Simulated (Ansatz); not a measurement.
**Geometry relaxation, with input and output: B$_{5}$N (part 1 of 2)**

- system: B$_{5}$N (P6/mmm, 6 atoms in the cell)
- method: DFT PBE, scalar-relativistic, plane waves, PAW, spin-polarised (Ansatz 0.2.0)

The structure was made by a generator, so it may or may not be a known phase. Figures and captions count atoms from 1; the log counts them from 0 in places.

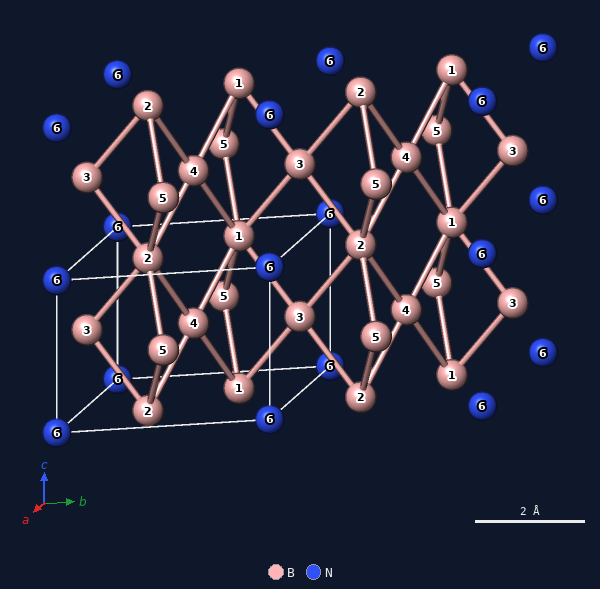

*The input geometry (ball-and-stick view of the cell of the calculation, repeated 1 × 2 × 2, seen slightly off an axis; atoms are numbered from 1 in the order of the input). An atom can appear more than once, as a periodic image.*

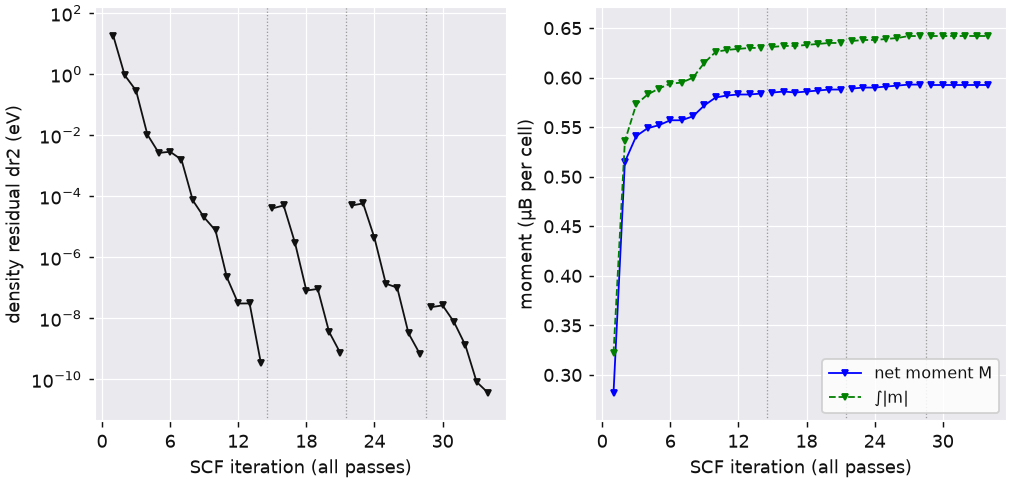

*Convergence of the self-consistent field: density residual dr2 and magnetic moment against the SCF iteration. The dotted lines part the SCF passes of the relaxation: geometry steps, rejected trials and re-solves on a re-selected basis.*

The passes take 14, 7, 7 and 6 iterations. The net moment goes from 0.3 to 0.6 μB per cell.

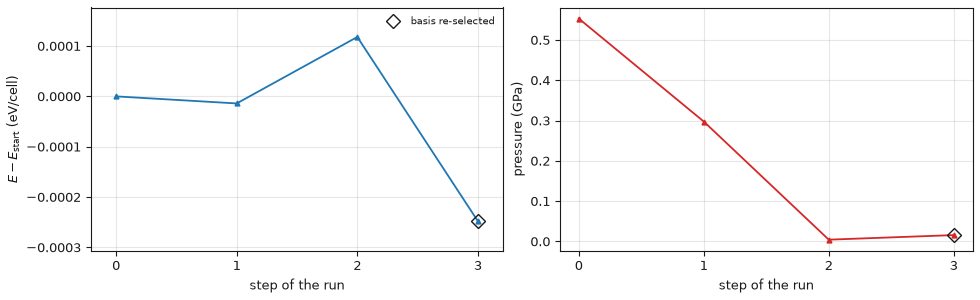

*Progress of the relaxation, step by step (the first geometry is step 0 here and step 1 in the log).*

No atom moves by more than 0.005 Å relative to the cell. The volume changes by +0.3 %, with a = b 4.037 → 4.044 Å (+0.2 %), c 2.902 → 2.901 Å (0.0 %). The space group stays P6/mmm (No. 191). After 2 geometry steps the energy has risen by 0.1 meV per cell of the calculation. All forces vanish by symmetry, so only the cell relaxes. The pressure goes from 0.55 to 0.02 GPa. A last SCF at the same geometry on a re-selected plane-wave basis shifts the energy by −0.4 meV per cell of the calculation. (Atoms are counted from 1 in the order of the input.)

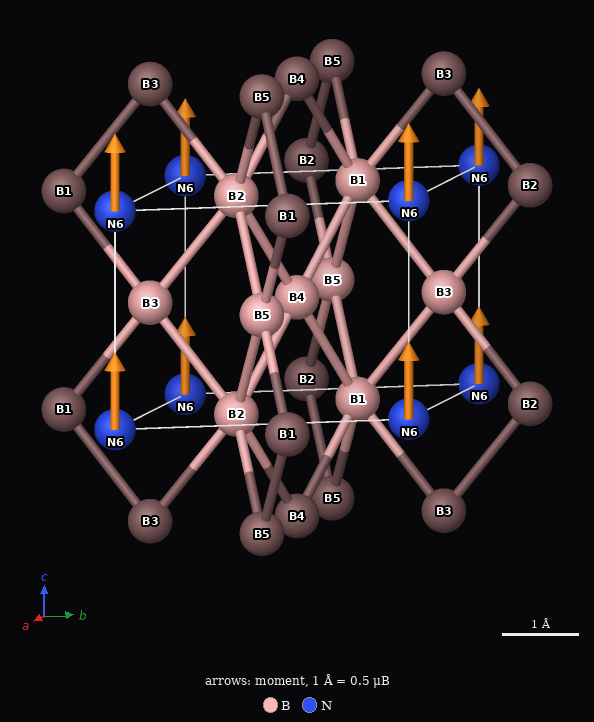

*Magnetic moments of the sites as orange arrows (ball-and-stick view of the cell of the calculation, seen slightly off an axis; neighbours outside the cell are drawn fainter; atoms are numbered from 1 in the order of the input); small moments hardly show. The run is collinear, so the axis drawn is arbitrary.*

Site moments: N6 (0.51 μB). They are counted near the atoms and needn't add up to the moment of the cell.

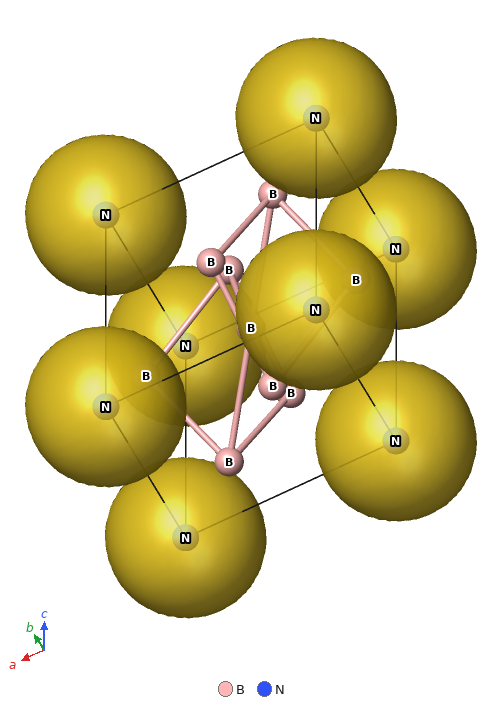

*Isosurface of the spin density at +0.015 e/Å³ (yellow), seen at an oblique angle. Sticks mark near contacts. The outline is the cell set on symmetry axes.*

The cell of the calculation (6 atoms) carries 0.6 μB net. The fields are those of the smooth PAW valence density.

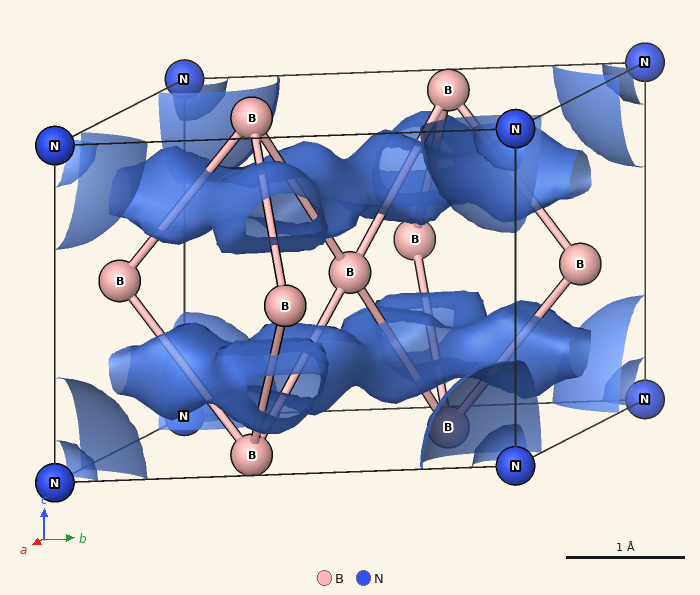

*Isosurface of the ELF at 0.65 (blue), seen slightly off an axis. Only the valence region is drawn (cores and ρ < 0.01 e/Å³ removed). Sticks mark near contacts. The outline is the cell set on symmetry axes.*

Along the contacts the grid gives the following. B–B (1.86 Å): the ELF peaks at about 0.80 between the atoms (a covalent bond).

The input that produced these results follows, with the program's output.

### Input
```yaml
crystal:
  lattice:
    - [4.0372669315, 0.0, 0.0]
    - [-2.0186334658, 3.4963757246, 0.0]
    - [0.0, 0.0, 2.90164745]
  atoms:
    - { symbol: B, position: [0.3333333333, 0.6666666667, 0.0] }
    - { symbol: B, position: [0.6666666667, 0.3333333333, 0.0] }
    - { symbol: B, position: [0.5, 0.0, 0.5] }
    - { symbol: B, position: [0.5, 0.5, 0.5] }
    - { symbol: B, position: [0.0, 0.5, 0.5] }
    - { symbol: "N", position: [0.0, 0.0, 0.0], spin: 0.56 }
basis:
  ecutwfc: 420
kpoints:
  mp_grid: { grid: [12, 12, 14] }
hamiltonian:
  xc: pbe
scf:
  occupations: { method: gaussian, width: 0.1 }
output:
  forces: true
  stress: true
  eigenvalues: true
  populations: true
  write_density: true
  write_potential: true
  elf: true
  volumetric_format: npy
magnetization:
  spin_polarized: true
relax:
  adjacent_minimum: "off"
  f_tol: 0.01
  max_steps: 80
  cell: { stress_tol: 0.05 }
```

Run as:
```bash
ansatz run input.yaml --threads 1 --pin off --max-ram 2560MiB --backend cpu --events-out ev --progress --plain --runs-dir out
```

### Log
```
Engine: ansatz 0.2.0, aarch64-unknown-linux-gnu
Pseudopotentials: kind: paw
Pseudopotential: B, paw, valence charge 3, recommended cutoff 420 eV (normal), B.paw.azcp
Pseudopotential: N, paw, valence charge 5, recommended cutoff 420 eV (normal), N.paw.azcp
Functional definition: PBE
  parameter kappa = 0.804
  parameter beta = 0.06672455060314922
  exchange = pbe_x(kappa = kappa, mu = beta*pi^2/3)
  correlation = pbe_c(beta = beta)
Crystal: 6 atoms, lattice volume = 40.959 Å³
Basis set: ecut = 420 eV, 825 PW (Γ), exchange–correlation on 54×54×40 points (8 copies of the dense FFT grid, shifted against one another)
Bands: 17, of which v1, the nominal top of the filled ones, is band 10 counted from 1 (9 counted from 0)
Symmetry: 24 space group operations
Space group: P6/mmm (ITA 191), of the structure as read, at distance tolerance 3.4e-5 Å
Magnetic group: BNS 191.233 (UNI 1463), of the structure as read, at distance tolerance 3.4e-5 Å
k-points: 152 of 2016
Non-local potential: B, projectors of the file, l = 0: 2, l = 1: 2, l = 2: 1
Non-local potential: N, projectors of the file, l = 0: 2, l = 1: 2, l = 2: 1
PAW form: soft (Blöchl's): semilocal exchange-correlation on the pseudo side does not see the compensation charge
PAW one-centre angular grid: B, 110 points (default); XC on 64 Gauss nodes
PAW one-centre angular grid: N, 110 points (default); XC on 64 Gauss nodes
Starting moments: Σ|m| = 0.56 μB on 1 of 6 sites
Initial wavefunctions: pseudopotential atomic-orbital guess
Functional: x = pbe(κ = 0.804, μ = 0.2195149727645171), c = pbe(β = 0.06672455060314922)
SCF iter   1: F=—  HF=-1155.352131 eV  |F-HF|=—  |Δ(HF+E_count)|=         —  Δρ=8.33e-2 (↑8.33e-2 ↓6.66e-2)  dr2=1.77e1  dr2_m=3.61e-2  M=0.282 μB ∫|m|=0.322 μB  β_m=0.30  ethr=3.10e-3  ⟨swp⟩=5.7  Hψ=26359  notcnv=0
preconditioner: auto → none  [metal: Δε(μ)=0.011 eV  Ē_g=11.091 eV  σ=0.100 eV  W_gap=0.06  n_scr=8 (ndim 8)  ℏωp=25.9 eV  f_vac=0.000  D(μ)=1.87/eV (n_scr^D=20)  sad-step TF]
SCF iter   2: F=—  HF=-1153.159496 eV  |F-HF|=—  |Δ(HF+E_count)|=    2.19e0  Δρ=2.58e-2 (↑2.58e-2 ↓2.11e-2)  dr2=9.22e-1  dr2_m=5.88e-3  M=0.515 μB ∫|m|=0.536 μB  β_m=1.00  ethr=3.10e-3  ⟨swp⟩=3.0  Hψ=12903  notcnv=0  defer=485
SCF iter   3: F=—  HF=-1152.906675 eV  |F-HF|=—  |Δ(HF+E_count)|=   2.53e-1  Δρ=1.59e-2 (↑1.59e-2 ↓1.35e-2)  dr2=2.89e-1  dr2_m=1.53e-3  M=0.541 μB ∫|m|=0.573 μB  β_m=1.00  ethr=3.10e-3  ⟨swp⟩=2.4  Hψ=8304  notcnv=0  defer=479
SCF iter   4: F=—  HF=-1152.796218 eV  |F-HF|=—  |Δ(HF+E_count)|=   1.10e-1  Δρ=3.33e-3 (↑3.06e-3 ↓3.33e-3)  dr2=1.04e-2  dr2_m=9.99e-5  M=0.549 μB ∫|m|=0.583 μB  β_m=1.00  ethr=1.45e-3  ⟨swp⟩=2.1  Hψ=9677  notcnv=0  defer=493
SCF iter   5: F=—  HF=-1152.796234 eV  |F-HF|=—  |Δ(HF+E_count)|=   1.57e-5  Δρ=1.54e-3 (↑1.54e-3 ↓1.43e-3)  dr2=2.62e-3  dr2_m=8.53e-5  M=0.552 μB ∫|m|=0.589 μB  β_m=0.30  ethr=5.20e-5  ⟨swp⟩=1.7  Hψ=7451  notcnv=0  defer=476
Mixer restart at iter 5: flushing history
spin-set hold released at iteration 5 (site moments contracting): the magnetisation degrees of freedom join the quasi-Newton model from the next iteration; the mixer history was flushed
SCF iter   6: F=—  HF=-1152.796964 eV  |F-HF|=—  |Δ(HF+E_count)|=   7.30e-4  Δρ=1.62e-3 (↑1.08e-3 ↓1.62e-3)  dr2=2.86e-3  dr2_m=6.71e-5  M=0.557 μB ∫|m|=0.594 μB  β_m=0.30  ethr=1.31e-5  ⟨swp⟩=2.2  Hψ=6149  notcnv=0  defer=476
SCF iter   7: F=—  HF=-1152.797084 eV  |F-HF|=—  |Δ(HF+E_count)|=   1.20e-4  Δρ=1.23e-3 (↑1.23e-3 ↓8.41e-4)  dr2=1.58e-3  dr2_m=8.86e-5  M=0.557 μB ∫|m|=0.595 μB  β_m=0.16  ethr=1.31e-5  ⟨swp⟩=1.9  Hψ=5670  notcnv=0  defer=476
SCF iter   8: F=—  HF=-1152.797268 eV  |F-HF|=—  |Δ(HF+E_count)|=   1.84e-4  Δρ=5.82e-4 (↑5.82e-4 ↓5.37e-4)  dr2=7.29e-5  dr2_m=8.02e-5  M=0.561 μB ∫|m|=0.600 μB  β_m=0.59  ethr=7.90e-6  ⟨swp⟩=1.0  Hψ=5062  notcnv=0  defer=470
SCF iter   9: F=—  HF=-1152.797534 eV  |F-HF|=—  |Δ(HF+E_count)|=   2.66e-4  Δρ=3.18e-4 (↑2.54e-4 ↓3.18e-4)  dr2=2.01e-5  dr2_m=2.77e-5  M=0.572 μB ∫|m|=0.615 μB  β_m=0.64  ethr=3.64e-7  ⟨swp⟩=2.0  Hψ=7930  notcnv=0  defer=470
SCF iter  10: F=—  HF=-1152.797589 eV  |F-HF|=—  |Δ(HF+E_count)|=   5.46e-5  Δρ=1.16e-4 (↑7.64e-5 ↓1.16e-4)  dr2=7.54e-6  dr2_m=2.51e-6  M=0.580 μB ∫|m|=0.626 μB  β_m=0.58  ethr=1.01e-7  ⟨swp⟩=2.0  Hψ=7896  notcnv=0  defer=470
SCF iter  11: F=—  HF=-1152.797589 eV  |F-HF|=—  |Δ(HF+E_count)|=   2.97e-7  Δρ=5.70e-5 (↑5.12e-5 ↓5.70e-5)  dr2=2.19e-7  dr2_m=1.04e-6  M=0.582 μB ∫|m|=0.628 μB  β_m=0.79  ethr=3.77e-8  ⟨swp⟩=2.0  Hψ=7619  notcnv=0  defer=470
SCF iter  12: F=—  HF=-1152.797591 eV  |F-HF|=—  |Δ(HF+E_count)|=   1.39e-6  Δρ=3.41e-5 (↑2.46e-5 ↓3.41e-5)  dr2=3.05e-8  dr2_m=3.20e-7  M=0.583 μB ∫|m|=0.629 μB  β_m=0.90  ethr=5.00e-10  ⟨swp⟩=13.7  Hψ=36994  notcnv=0
SCF iter  13: F=—  HF=-1152.797591 eV  |F-HF|=—  |Δ(HF+E_count)|=   6.39e-7  Δρ=8.98e-6 (↑5.57e-6 ↓8.98e-6)  dr2=3.07e-8  dr2_m=1.66e-8  M=0.583 μB ∫|m|=0.630 μB  β_m=0.95  ethr=1.53e-10  ⟨swp⟩=9.3  Hψ=33528  notcnv=0
SCF iter  14: F=-1152.797591 eV  HF=-1152.797591 eV  |F-HF|=2.98e-11  |Δ(HF+E_count)|=   2.80e-8  Δρ=1.10e-6 (↑1.10e-6 ↓6.57e-7)  dr2=3.32e-10  dr2_m=2.26e-10  M=0.584 μB ∫|m|=0.630 μB  ethr=1.53e-10  ⟨swp⟩=7.1  Hψ=24221  notcnv=0
SCF 1 converged in 14 iterations: F = -1152.797591 eV  dr2 = 3.32e-10
  greatest PAW one-centre occupation: 0.867 electrons in one spin orbital (limit 2), on the N atom at site 5 (counted from 0), in its partial waves of l = 0
relax step   1: F+E_penalty+E_count = -1152.79759137 eV  Δ(F+E_penalty+E_count) = +0.000e0 eV  max|allowed force component| = 3.238e-17 eV/Å  Δτ_max = 0.0000 Å  P = +0.553 GPa  Ω = 40.959 Å³  (14 SCF iters, dr2 threshold 1.00e-7 eV, accepted)
Crystal: 6 atoms, lattice volume = 41.021 Å³
Initial density: handed on by an earlier stage of this run
Starting moments: Σ|m| = 0.56 μB on 1 of 6 sites; this step starts from the density that it was given
Initial wavefunctions: those handed on with the density
iter 1 solved again at ethr=1.94e-7 eV; its pass at ethr=3.10e-3 eV (dr2=3.89e-5 eV) is discarded
```
